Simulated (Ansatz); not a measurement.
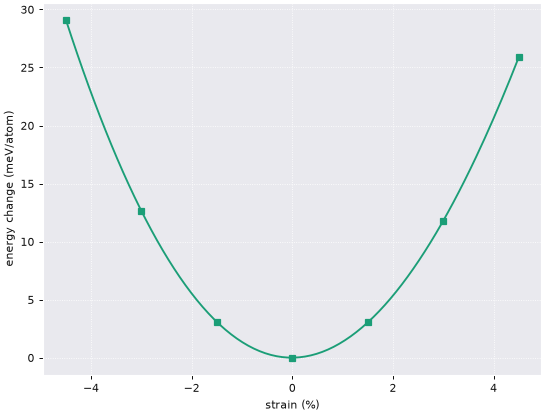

The figure shows the energy change against strain for Si, space group P6_3/mmc (No. 194).

Structure:
```yaml
crystal:
  lattice:
    - [3.83191, 0.00000, 0.00000]
    - [-1.91595, 3.31853, 0.00000]
    - [0.00000, 0.00000, 6.34182]
  atoms:
    - { symbol: Si, position: [0.33333, 0.66667, 0.06309] }
    - { symbol: Si, position: [0.66667, 0.33333, 0.56309] }
    - { symbol: Si, position: [0.33333, 0.66667, 0.43691] }
    - { symbol: Si, position: [0.66667, 0.33333, 0.93691] }
```

Computed with Ansatz 0.2.0: energy, stress and cell of a relaxed crystal along a series of strains, atoms and what the cell freedom names relaxed within the symmetry; stress is positive in compression; plane waves with PAW datasets, Γ-centred k mesh; energies extrapolated to zero smearing. Level: r2SCAN, no spin polarisation.

```json
{"setting": "wave cutoff", "value": "500 eV"}
{"setting": "k mesh", "value": "12×12×4"}
{"setting": "occupations", "value": "Gaussian"}
{"setting": "smearing width", "value": "0.02 eV"}
{"setting": "strain kind", "value": "uniaxial along c"}
{"setting": "cell freedom", "value": "lengths a and b free, angles held"}
```

From this curve and the settings, what does the calculation give for the band gap, volume change and c/a at the same points?

The band gap stays open and runs from 0.307 eV at strain −4.5 % to 0.668 eV at 4.5 %, with its largest value, 0.745 eV, at 3.0 %. The volume change rises from −3.17 % at strain −4.5 % to 3.34 % at 4.5 %. The c/a rises from 1.5696 at strain −4.5 % to 1.7391 at 4.5 %.

| strain (%) | band gap (eV) | volume change (%) | c/a |
| --- | --- | --- | --- |
| −4.5 | 0.307 | −3.17 | 1.5696 |
| −3.0 | 0.436 | −2.10 | 1.5980 |
| −1.5 | 0.526 | −1.05 | 1.6265 |
| 0.0 | 0.608 | 0.00 | 1.6550 |
| 1.5 | 0.685 | 1.10 | 1.6832 |
| 3.0 | 0.745 | 2.21 | 1.7113 |
| 4.5 | 0.668 | 3.34 | 1.7391 |

Limits of the calculation: a crossing between the sampled k points may be missed; coarse k mesh.
